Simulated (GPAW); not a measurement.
# Work function of honeycomb AsSb monolayer at several levels, part 2 of 2

How far do functional and basis move the work function of honeycomb AsSb monolayer? Where a layer proves gapped, the work function hangs on where the smearing puts the Fermi level, and the band edges take its place.

GPAW 26.7.0; GPAW, PAW setups; layer in a repeated cell with vacuum, relaxation of atoms and in-plane cell (the session's first sound run).

So far, upper work function (eV): step 3 (plane waves, PBE) 4.61; step 5 (self-consistent run: xc = "vdW-DF2", GPAW, PAW setups, GPAW) 5.00; step 6 (OptPBE vdW: xc = "optPBE-vdW", GPAW, PAW setups, GPAW) 4.81; step 7 (self-consistent run: xc = "revPBE") 4.50; step 8 (self-consistent run: xc = "LDA") 4.87.

**9. Real-space grid: mode = "fd"**

Level of this step: GPAW, PAW setups; slab in vacuum (GPAW).

A real-space grid is a second complete basis, so it checks the plane-wave result.

Input file run.py:

```python
import json
import numpy as np
from ase import Atoms
from gpaw import GPAW

slab = Atoms(
    ['Sb', 'As'],
    positions=[
        [1.92917, 1.11381, 9.00000],
        [-0.00000, 2.22761, 10.51210]],
    cell=[[3.85833, -0.0, 0.0], [-1.92917, 3.34142, 0.0], [0.0, 0.0, 19.5121]],
    pbc=[True, True, False])

slab.calc = GPAW(mode='fd', h=0.18, xc='PBE', kpts={'size': (9, 9, 1), 'gamma': True},
                 occupations={'name': 'fermi-dirac', 'width': 0.05}, nbands='160%',
                 convergence={'density': 1e-05}, maxiter=200,
                 poissonsolver={'dipolelayer': 'xy'},
                 symmetry={'tolerance': 1e-3}, txt='slab.txt')
result = {}
energy = slab.get_potential_energy()
fermi = slab.calc.get_fermi_level()
v = slab.calc.get_electrostatic_potential().mean((0, 1)) - fermi
n = slab.calc.get_pseudo_density().mean((0, 1))
L = slab.cell[2, 2]
z = np.arange(len(v)) * L / len(v)
low, high = slab.positions[:, 2].min(), slab.positions[:, 2].max()
below, above = np.interp([low - 6.8, high + 6.8], z, v)
slopes = [np.interp(x, z, np.gradient(v, z)) for x in (low - 6.8, high + 6.8)]
eps = np.array([[slab.calc.get_eigenvalues(k, s) for k in range(len(slab.calc.get_ibz_k_points()))]
                for s in range(slab.calc.get_number_of_spins())]) - fermi
top, bottom = eps[eps < 0].max(), eps[eps > 0].min()
dipole = slab.get_dipole_moment()[2]
print(f'energy {energy:.4f} eV, Fermi level {fermi:.4f} eV, dipole {dipole:.5f} e A')
print(f'potential 6.8 A off the faces, from the Fermi level: lower {below:.4f} eV, upper {above:.4f} eV')
print(f'slope of the potential there: lower {slopes[0]:.5f}, upper {slopes[1]:.5f} eV/A')
print(f'nearest levels on the mesh: {top:.4f} and {bottom:.4f} eV')
print('magnetic moment', round(slab.get_magnetic_moment(), 3))
result.update(energy=energy, fermi=fermi, dipole=dipole, below=below, above=above, slopes=slopes, edges=[top, bottom],
              z=z.tolist(), v=v.tolist(), n=n.tolist(), positions=slab.positions.tolist(),
              forces=slab.get_forces(apply_constraint=False).tolist(), moments=slab.get_magnetic_moments().tolist())
json.dump(result, open('result.json', 'w'))
```

Launch:

```sh
OMP_NUM_THREADS=1 OPENBLAS_NUM_THREADS=1 python run.py
```

Log:

```text
energy -9.0068 eV, Fermi level -4.4412 eV, dipole -0.02410 e A
potential 6.8 A off the faces, from the Fermi level: lower 4.2729 eV, upper 4.6094 eV
slope of the potential there: lower -0.00000, upper 0.00000 eV/A
nearest levels on the mesh: -0.7171 and 0.7727 eV
magnetic moment 0.0
```

Wall time 84 s (1 thread of Arm Neoverse N1, shared host); peak memory 0.4 GiB.

Numbers from this step:

```yaml
dipole_along_the_normal: -0.02410 e·Å
levels_nearest_the_fermi_level_on_the_mesh: -0.7171, 0.7727 eV from the Fermi level
upper_work_function: 4.609 eV
lower_work_function: 4.273 eV
upper_ionisation_energy: 5.327 eV
```

Electrostatic potential energy of an electron (without an applied field's), less the Fermi level, planar mean against z:

```
z (Å)  electrostatic potential energy of an electron (without an applied field's), less the Fermi level, planar mean (eV)
    0                                                                                                                4.44
    2                                                                                                                4.27
    4                                                                                                                4.27
    6                                                                                                                4.25
    8                                                                                                               0.682
   10                                                                                                               -6.73
   12                                                                                                                4.01
   14                                                                                                                4.61
   16                                                                                                                4.61
   18                                                                                                                4.61
```

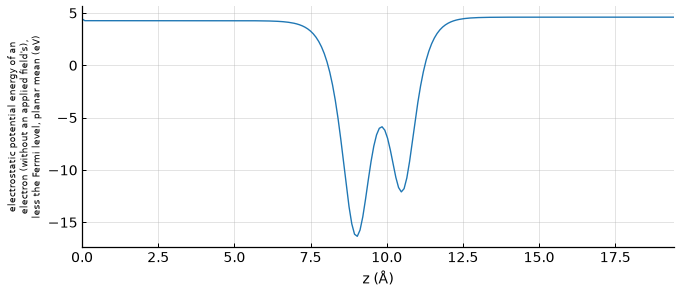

Electrostatic potential energy of an electron (without an applied field's), less the Fermi level, planar mean, plotted against z.

The highest filled level lies 0.717 eV under the Fermi level, so the ionisation energy from the upper face is 4.609 + 0.717 = 5.327 eV, against 5.326 eV in the base run.

**10. Atomic orbitals: mode = "lcao"**

Atom-centred orbitals end a few angstrom from the surface, which tests how much the density's tail matters.

run.py, as its differences from that of step 9:

```diff
@@ -13,4 +13,4 @@
 
-slab.calc = GPAW(mode='fd', h=0.18, xc='PBE', kpts={'size': (9, 9, 1), 'gamma': True},
-                 occupations={'name': 'fermi-dirac', 'width': 0.05}, nbands='160%',
+slab.calc = GPAW(mode='lcao', basis='dzp', h=0.18, xc='PBE', kpts={'size': (9, 9, 1), 'gamma': True},
+                 occupations={'name': 'fermi-dirac', 'width': 0.05}, nbands='120%',
                  convergence={'density': 1e-05}, maxiter=200,
```

Log:

```text
energy -8.3444 eV, Fermi level -4.2477 eV, dipole -0.03312 e A
potential 6.8 A off the faces, from the Fermi level: lower 4.0162 eV, upper 4.4793 eV
slope of the potential there: lower 0.00000, upper 0.00000 eV/A
nearest levels on the mesh: -0.7806 and 0.8349 eV
magnetic moment 0.0
```

Elapsed: 28 s, on 1 thread; peak memory 0.26 GiB.

Numbers from this step:

- dipole along the normal: -0.03312 e·Å
- levels nearest the Fermi level on the mesh: -0.7806, 0.8349 eV from the Fermi level
- upper work function: 4.479 eV
- lower work function: 4.016 eV
- upper ionisation energy: 5.260 eV

Table of electrostatic potential energy of an electron (without an applied field's), less the Fermi level, planar mean by z:

```
z (Å)  electrostatic potential energy of an electron (without an applied field's), less the Fermi level, planar mean (eV)
    0                                                                                                                4.25
    1                                                                                                                4.02
    2                                                                                                                4.02
    3                                                                                                                4.02
    4                                                                                                                4.02
    5                                                                                                                4.02
    6                                                                                                                4.01
    7                                                                                                                3.86
    8                                                                                                               0.650
    9                                                                                                               -16.4
   10                                                                                                               -6.93
   11                                                                                                               -4.00
   12                                                                                                                4.01
   13                                                                                                                4.47
   14                                                                                                                4.48
   15                                                                                                                4.48
   16                                                                                                                4.48
   17                                                                                                                4.48
   18                                                                                                                4.48
   19                                                                                                                4.48
```

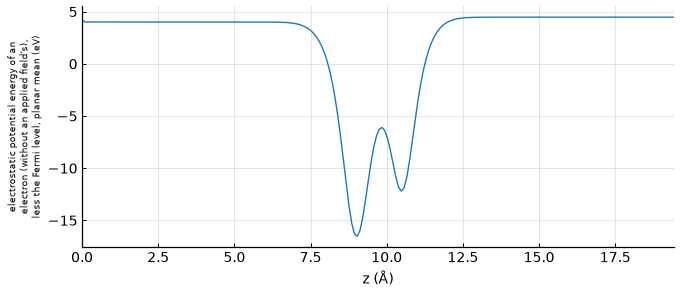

Electrostatic potential energy of an electron (without an applied field's), less the Fermi level, planar mean against z.

The highest filled level lies 0.781 eV under the Fermi level, so the ionisation energy from the upper face is 4.479 + 0.781 = 5.260 eV, against 5.326 eV in the base run.

**11. The ladder**

Times are for 1 thread of Arm Neoverse N1, shared host. Results by setting:

```
no.         run  upper ionisation energy (eV)  time  memory (GiB)
  1          pw                         5.326  26 s          0.19
  2        RPBE                         5.248  26 s          0.19
  3     vdW DF2                         5.654  42 s          0.34
  4  optPBE vdW                         5.536  40 s          0.34
  5      revPBE                         5.243  26 s          0.19
  6         LDA                         5.548  24 s          0.18
  7          fd                         5.327  84 s           0.4
  8        lcao                         5.260  28 s          0.26
```

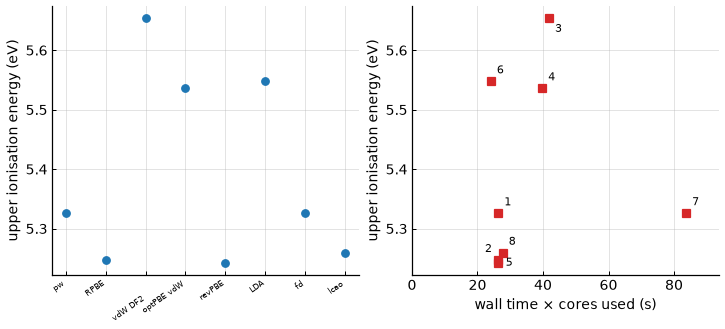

The series as plots; the last panel sets the first result against cost, with the runs numbered as in the table.

**12. Side by side**

Results and costs are gathered.

This step: comparison of work functions, dipole and cost (GPAW 26.7.0).

Ladder, by row:

```
      step  code  work function, upper (eV)  work function, lower (eV)  dipole (e Å)  wall time (s)  peak memory (GiB)  threads
        pw  GPAW                      4.609                      4.271      -0.02423           26.3               0.19        1
      RPBE  GPAW                      4.503                      4.155      -0.02499          26.33               0.19        1
   vdW-DF2  GPAW                      4.998                      4.607      -0.02805          41.76               0.34        1
optPBE-vdW  GPAW                      4.815                      4.436      -0.02713          39.69               0.34        1
    revPBE  GPAW                      4.502                      4.159      -0.02464          26.34               0.19        1
       LDA  GPAW                      4.869                       4.54      -0.02359          24.01               0.18        1
        fd  GPAW                      4.609                      4.273       -0.0241          83.63                0.4        1
      lcao  GPAW                      4.479                      4.016      -0.03312          27.64               0.26        1
```

**13. Results**

| Quantity | Value |
| --- | --- |
| work function, upper and lower face (Fermi level placed in the gap by the smearing) | 4.609 and 4.271 eV |
| ionisation energy from the upper face (highest filled level on the mesh) | 5.33 eV |
| electron affinity from the upper face (lowest empty Kohn-Sham level on the mesh) | 3.84 eV |
| dipole along the normal | -0.0242 e Å |

**Reading.** With plane waves and PBE the ionisation energy from the upper face is 5.33 eV and the Kohn-Sham electron affinity 3.84 eV. The two faces differ by 0.34 eV, the step that the slab's dipole makes (e p/(ε0 A) gives 0.34 eV), so the dipole layer is needed. The levels nearest the Fermi level on the mesh lie 1.49 eV apart, so the slab is gapped there: the smearing puts the Fermi level inside the gap, and from either face the ionisation energy is the work function plus 0.72 eV. Both are Kohn-Sham levels on the mesh, and semilocal gaps are too small, so the affinity tends to come out too large and the ionisation energy too small. Work functions of a gapped slab move with the place of the Fermi level in the gap; over the runs without a planted fault the highest filled level on the mesh lies 5.24 (revPBE) to 5.65 eV (vdW-DF2) under the upper vacuum level. With elements this heavy, spin-orbit coupling can move band edges by tenths of an eV. The relaxation of atoms and cell ran in a fully periodic cell without the dipole layer, so the atoms of this polar layer felt a small spurious field. The layer's cell and atoms come from the relaxation; spin-orbit coupling and temperature are left out.

[Logs are printed without paths, hosts, clocks, repeated set-up lines and the standing remarks that a program may print on its own settings, such as how far it seeks lower states.]

[Hosts, paths, dates, database ids (printed as entryN), source tags and the programs' standing remarks are cut or masked in the printed files.]
